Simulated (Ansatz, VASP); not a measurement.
# GaP in two plane-wave programs

Wanted: the spread between two codes on one cell, functional and k mesh.

Main program and level: Ansatz 0.2.0; plane waves, with VASP 6.6.1 beside it; G0W0 gap at PBE.

## (1) The starting structure

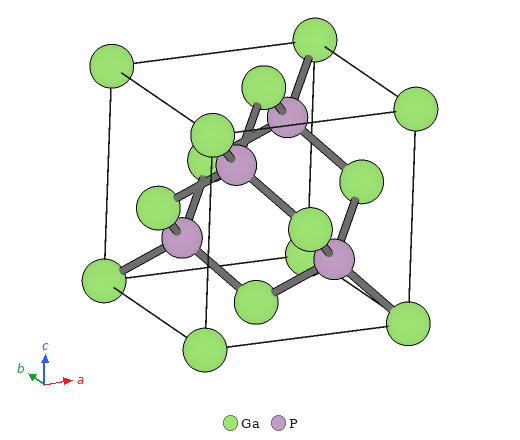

The cell as given, slightly off an axis (gallium green, phosphorus pink). This picture shows the conventional cell, with its axes. Bonds to atoms that aren't drawn are left out. Some periodic images of atoms are drawn too.

## (2) VASP: G0W0 gap, PBE

Quasiparticle shifts depend on high empty states and on the cores, so they are the hardest test of two PAW sets.

Lines of VASP's logs that name or quote its potential files are left out, and so is its time.

File INCAR:

```
SYSTEM = GaP
PREC = Accurate
ENCUT = 430
ISMEAR = 0
SIGMA = 0.01
LREAL = .FALSE.
GGA = PE
NBANDS = 96
ALGO = EVGW0
NELMGW = 1
ENCUTGW = 100
NOMEGA = 48
PRECFOCK = Fast
NBANDSGW = 24
LWAVE = .TRUE.
LCHARG = .FALSE.
```

File POSCAR:

```
GaP
1.0
    0.0000000000      2.7252500000      2.7252500000
    2.7252500000      0.0000000000      2.7252500000
    2.7252500000      2.7252500000      0.0000000000
Ga P
1 1
Direct
    0.0000000000      0.0000000000      0.0000000000
    0.2500000000      0.2500000000      0.2500000000
```

File KPOINTS:

```
Automatic mesh
0
Gamma
6 6 6
0 0 0
```

PAW data sets: Ga_d_GW and P_GW (PBE family, release 64).

Started as:

```bash
$ mpirun -np 8 vasp_std
```

Numbers of over 12 decimals in the logs are rounded to 6 here.

The log of the run:

```text
[banner, memory and clock lines left out]
running    8 mpi-ranks, on    1 nodes
 distrk:  each k-point on    8 cores,    1 groups
 distr:  one band on    1 cores,    8 groups

 POSCAR found type information on POSCAR GaP
 POSCAR found :  2 types and       2 ions
|                                                                             |
|           W    W    AA    RRRRR   N    N  II  N    N   GGGG   !!!           |
|           W    W   A  A   R    R  NN   N  II  NN   N  G    G  !!!           |
|           W    W  A    A  R    R  N N  N  II  N N  N  G       !!!           |
|           W WW W  AAAAAA  RRRRR   N  N N  II  N  N N  G  GGG   !            |
|           WW  WW  A    A  R   R   N   NN  II  N   NN  G    G                |
|           W    W  A    A  R    R  N    N  II  N    N   GGGG   !!!           |
|                                                                             |
|     For optimal performance we recommend to set                             |
|       NCORE = 2 up to number-of-cores-per-socket                            |
|     NCORE specifies how many cores store one orbital (NPAR=cpu/NCORE).      |
|     This setting can greatly improve the performance of VASP for DFT.       |
|     The default, NCORE=1 might be grossly inefficient on modern             |
|     multi-core architectures or massively parallel machines. Do your        |
|     Unfortunately you need to use the default for GW and RPA                |
|     calculations (for HF NCORE is supported but not extensively tested      |
|     yet).                                                                   |
|                                                                             |

|                                                                             |
|           W    W    AA    RRRRR   N    N  II  N    N   GGGG   !!!           |
|           W    W   A  A   R    R  NN   N  II  NN   N  G    G  !!!           |
|           W    W  A    A  R    R  N N  N  II  N N  N  G       !!!           |
|           W WW W  AAAAAA  RRRRR   N  N N  II  N  N N  G  GGG   !            |
|           WW  WW  A    A  R   R   N   NN  II  N   NN  G    G                |
|           W    W  A    A  R    R  N    N  II  N    N   GGGG   !!!           |
|                                                                             |
|     The default for ENCUTGWSOFT is different in this version of VASP.       |
|     please manually set ENCUTGWSOFT =100 in the INCAR file.                 |
|                                                                             |

 LDA part: xc-table for (Slater+PW92), standard interpolation
 found WAVECAR, reading the header
 POSCAR, INCAR and KPOINTS ok, starting setup
 FFT: planning ... GRIDC
 FFT: planning ... GRID_SOFT
 FFT: planning ... GRID
 reading WAVECAR
 the WAVECAR file was read successfully
 initial charge from wavefunction
 available memory per node:     86.03 GB, setting MAXMEM to     88095

 The Fermi energy was updated, please check that it is located mid-gap
 values below the HOMO (VB) or above the LUMO (CB) will cause erroneous energies
 E-fermi :   5.1885

 calculate exact exchange contribution
 the WAVEDER file was read successfully
energies w=
    0.000    0.000    0.590    0.000    1.177    0.000    1.760    0.000
    2.336    0.000    2.904    0.000    3.462    0.000    4.010    0.000
    4.549    0.000    5.077    0.000    5.596    0.000    6.107    0.000
    6.610    0.000    7.107    0.000    7.600    0.000    8.090    0.000
    8.579    0.000    9.069    0.000    9.562    0.000   10.061    0.000
   10.568    0.000   11.085    0.000   11.616    0.000   12.165    0.000
   12.734    0.000   13.329    0.000   13.954    0.000   14.615    0.000
   15.319    0.000   16.076    0.000   16.894    0.000   17.786    0.000
   18.767    0.000   19.857    0.000   21.081    0.000   22.470    0.000
   24.065    0.000   25.925    0.000   28.127    0.000   30.782    0.000
   34.050    0.000   38.179    0.000   43.560    0.000   50.865    0.000
   61.333    0.000   77.550    0.000  105.944    0.000  168.162    0.000
 responsefunction array rank=      96
 LDA part: xc-table for (Slater+PW92), standard interpolation

 min. memory requirement per mpi rank    181.0 MB, per node   1447.8 MB

 allocating   6 responsefunctions rank=    96
 shmem allocating  48 responsefunctions rank=    96
 response function shared by NCSHMEM nodes    1
 Doing            6  frequencies on each core in blocks of           48
NQ=   1    0.0000    0.0000    0.0000,
|.........|.........|.........|.........|.........|.........|.........|.........
 performed        411000 updates of chi_q(r,r)
 total number of BLAS operations         26.11 Gflops
NQ=   2    0.1667    0.0000    0.0000,
|.........|.........|.........|.........|.........|.........|.........|.........
 performed       1136000 updates of chi_q(r,r)
 total number of BLAS operations         78.48 Gflops
NQ=   3    0.3333    0.0000    0.0000,
|.........|.........|.........|.........|.........|.........|.........|.........
 performed       1861000 updates of chi_q(r,r)
 total number of BLAS operations        127.59 Gflops
NQ=   4    0.5000    0.0000    0.0000,
|.........|.........|.........|.........|.........|.........|.........|.........
 performed       2475000 updates of chi_q(r,r)
 total number of BLAS operations        167.42 Gflops
NQ=   5    0.1667    0.1667    0.0000,
|.........|.........|.........|.........|.........|.........|.........|.........
 performed       3200000 updates of chi_q(r,r)
 total number of BLAS operations        209.35 Gflops
NQ=   6    0.3333    0.1667    0.0000,
|.........|.........|.........|.........|.........|.........|.........|.........
 performed       4321000 updates of chi_q(r,r)
 total number of BLAS operations        280.42 Gflops
NQ=   7    0.5000    0.1667    0.0000,
|.........|.........|.........|.........|.........|.........|.........|.........
 performed       5442000 updates of chi_q(r,r)
 total number of BLAS operations        358.03 Gflops
NQ=   8   -0.3333    0.1667    0.0000,
|.........|.........|.........|.........|.........|.........|.........|.........
 performed       6563000 updates of chi_q(r,r)
 total number of BLAS operations        430.71 Gflops
NQ=   9   -0.1667    0.1667    0.0000,
|.........|.........|.........|.........|.........|.........|.........|.........
 performed       7537000 updates of chi_q(r,r)
 total number of BLAS operations        495.25 Gflops
NQ=  10    0.3333    0.3333    0.0000,
|.........|.........|.........|.........|.........|.........|.........|.........
 performed       8262000 updates of chi_q(r,r)
 total number of BLAS operations        540.18 Gflops
NQ=  11    0.5000    0.3333    0.0000,
|.........|.........|.........|.........|.........|.........|.........|.........
 performed       9383000 updates of chi_q(r,r)
 total number of BLAS operations        621.16 Gflops
NQ=  12   -0.3333    0.3333    0.0000,
|.........|.........|.........|.........|.........|.........|.........|.........
 performed      10357000 updates of chi_q(r,r)
 total number of BLAS operations        685.70 Gflops
NQ=  13    0.5000    0.5000    0.0000,
|.........|.........|.........|.........|.........|.........|.........|.........
 performed      10907000 updates of chi_q(r,r)
 total number of BLAS operations        722.95 Gflops
NQ=  14    0.5000    0.3333    0.1667,
|.........|.........|.........|.........|.........|.........|.........|.........
 performed      12166000 updates of chi_q(r,r)
 total number of BLAS operations        806.42 Gflops
NQ=  15   -0.3333    0.3333    0.1667,
|.........|.........|.........|.........|.........|.........|.........|.........
 performed      13352000 updates of chi_q(r,r)
 total number of BLAS operations        890.26 Gflops
NQ=  16   -0.3333    0.5000    0.1667,
|.........|.........|.........|.........|.........|.........|.........|.........
 performed      14330000 updates of chi_q(r,r)
 total number of BLAS operations        956.54 Gflops
 resolving degeneracies of screened two electron integrals

 calculate QP shifts <psi_nk| G(iteration)W_0 |psi_nk>: iteration 1
 writing wavefunctions
 entering main loop
```

OUTCAR, selected parts (step 2):

```text
ion  position               nearest neighbor table
   1  0.000  0.000  0.000-   2 2.36   2 2.36   2 2.36   2 2.36
   2  0.250  0.250  0.250-   1 2.36   1 2.36   1 2.36   1 2.36

  LATTYP: Found a face centered cubic cell.
 ALAT       =     5.4505000000

 Subroutine GETGRP returns: Found 24 space group operations
 (whereof 24 operations were pure point group operations)

The static configuration has the point symmetry T_d .

 Found     16 irreducible k-points:

   k-points           NKPTS =     16   k-points in BZ     NKDIM =    216   number of bands    NBANDS=     96

   dimension x,y,z NGX =    28 NGY =   28 NGZ =   28
   dimension x,y,z NGXF=    56 NGYF=   56 NGZF=   56

   ENCUT  =  430.0 eV  31.60 Ry    5.62 a.u.   6.52  6.52  6.52*2*pi/ulx,y,z

   NELECT =      18.0000    total number of electrons

  energy-cutoff  :      430.00
  volume of cell :       40.48
      direct lattice vectors                 reciprocal lattice vectors
     0.000000000  2.725250000  2.725250000    -0.183469406  0.183469406  0.183469406
     2.725250000  0.000000000  2.725250000     0.183469406 -0.183469406  0.183469406
     2.725250000  2.725250000  0.000000000     0.183469406  0.183469406 -0.183469406

 k-points in reciprocal lattice and weights: Automatic mesh
   0.00000000  0.00000000  0.00000000       0.005
   0.16666667  0.00000000  0.00000000       0.037
   0.33333333  0.00000000  0.00000000       0.037
   0.50000000  0.00000000  0.00000000       0.019
   0.16666667  0.16666667  0.00000000       0.028
   0.33333333  0.16666667  0.00000000       0.111
   0.50000000  0.16666667  0.00000000       0.111
  -0.33333333  0.16666667  0.00000000       0.111
  -0.16666667  0.16666667  0.00000000       0.056
[...]
-0.33333333  0.33333333  0.16666667       0.111
  -0.33333333  0.50000000  0.16666667       0.056

 E-fermi :   5.1885

 QP shifts <psi_nk| G(iteration)W_0 |psi_nk>: iteration 1
 for sc-GW calculations column KS-energies equals QP-energies in previous step
 and V_xc(KS)=  KS-energies - (<T + V_ion + V_H > + <T+V_H+V_ion>^1  + <V_x>^1)
 k-point   1 :       0.0000    0.0000    0.0000
  band No.  KS-energies  QP-energies   sigma(KS)   V_xc(KS)     V^pw_x(r,r')   Z            occupation Imag(sigma)
    ...
      6      -8.1293      -8.5134     -11.9662     -11.3657     -18.6847       0.6396       2.0000       1.0455
      7       4.3650       3.9348     -13.1747     -12.6105     -14.3547       0.7626       2.0000       0.0527
      8       4.3650       3.9348     -13.1747     -12.6105     -14.3547       0.7626       2.0000       0.0527
      9       4.3650       3.9348     -13.1747     -12.6105     -14.3547       0.7626       2.0000       0.0527
     10       6.1861       6.6764     -10.9919     -11.6286      -7.1651       0.7701       0.0000      -0.0662
     11       8.2449       8.5418     -10.1013     -10.4894      -5.9230       0.7649       0.0000      -0.0851
     12       8.2449       8.5418     -10.1013     -10.4894      -5.9230       0.7649       0.0000      -0.0851
     13       8.2449       8.5418     -10.1013     -10.4894      -5.9230       0.7649       0.0000      -0.0851
    ...

 k-point   2 :       0.1667    0.0000    0.0000
  band No.  KS-energies  QP-energies   sigma(KS)   V_xc(KS)     V^pw_x(r,r')   Z            occupation Imag(sigma)
    ...
      6      -7.7733      -8.1921     -12.1984     -11.5539     -18.8044       0.6498       2.0000       1.0083
      7       1.9759       1.5209     -12.5163     -11.9046     -14.3439       0.7440       2.0000       0.0795
      8       3.9940       3.5463     -12.9596     -12.3719     -14.2198       0.7618       2.0000       0.0549
      9       3.9940       3.5463     -12.9596     -12.3719     -14.2198       0.7618       2.0000       0.0549
     10       6.7746       7.1829     -10.6046     -11.1354      -6.7128       0.7694       0.0000      -0.0711
     11       8.7936       9.1044     -10.2605     -10.6697      -5.9183       0.7594       0.0000      -0.0948
     12       8.7936       9.1044     -10.2605     -10.6697      -5.9183       0.7594       0.0000      -0.0948
     13       9.3895       9.6984     -10.5987     -11.0088      -6.1464       0.7532       0.0000      -0.1066
    ...

 k-point   3 :       0.3333    0.0000    0.0000
  band No.  KS-energies  QP-energies   sigma(KS)   V_xc(KS)     V^pw_x(r,r')   Z            occupation Imag(sigma)
    ...
      6      -6.8267      -7.2902     -12.6777     -11.9842     -18.9774       0.6683       2.0000       0.9050
      7      -0.8448      -1.3645     -12.0098     -11.2800     -15.1885       0.7120       2.0000       0.2066
      8       3.4580       2.9794     -12.7760     -12.1442     -14.2290       0.7575       2.0000       0.0603
      9       3.4580       2.9794     -12.7760     -12.1442     -14.2290       0.7575       2.0000       0.0603
     10       6.2599       6.6151     -10.3976     -10.8563      -6.6479       0.7742       0.0000      -0.0683
     11       9.1700       9.4521     -10.0631     -10.4352      -5.5964       0.7582       0.0000      -0.1041
     12       9.1700       9.4521     -10.0631     -10.4352      -5.5964       0.7582       0.0000      -0.1041
     13      11.9614      12.1858     -10.1159     -10.4200      -4.7456       0.7377       0.0000      -0.2279
    ...

 k-point   4 :       0.5000    0.0000    0.0000
  band No.  KS-energies  QP-energies   sigma(KS)   V_xc(KS)     V^pw_x(r,r')   Z            occupation Imag(sigma)
    ...
      6      -6.0641      -6.5398     -13.1585     -12.4586     -19.2464       0.6797       2.0000       0.8173
      7      -2.2708      -2.8022     -11.5003     -10.7445     -15.2793       0.7031       2.0000       0.3318
      8       3.2464       2.7570     -12.7263     -12.0771     -14.2642       0.7539       2.0000       0.0629
      9       3.2464       2.7570     -12.7263     -12.0771     -14.2642       0.7539       2.0000       0.0629
     10       6.0334       6.3771     -10.4084     -10.8515      -6.7241       0.7756       0.0000      -0.0668
     11       9.0741       9.3284      -9.8952     -10.2292      -5.4677       0.7612       0.0000      -0.1024
     12       9.0741       9.3284      -9.8952     -10.2292      -5.4677       0.7612       0.0000      -0.1024
     13      12.6465      12.5739      -8.4746      -8.3775      -3.0582       0.7477       0.0000      -0.2572
    ...

[... 4 further parts left out ...]
```

(Part 1 of 2 ends here.)

[Lines on the potential files, build, host, timing and source positions are cut from VASP's logs without a mark.]

[Logs are printed without paths, hosts, clocks, repeated set-up lines and the standing remarks that a program may print on its own settings, such as how far it seeks lower states.]

[Hosts, paths, dates, database ids (printed as entryN), source tags and the programs' standing remarks are cut or masked in the printed files.]
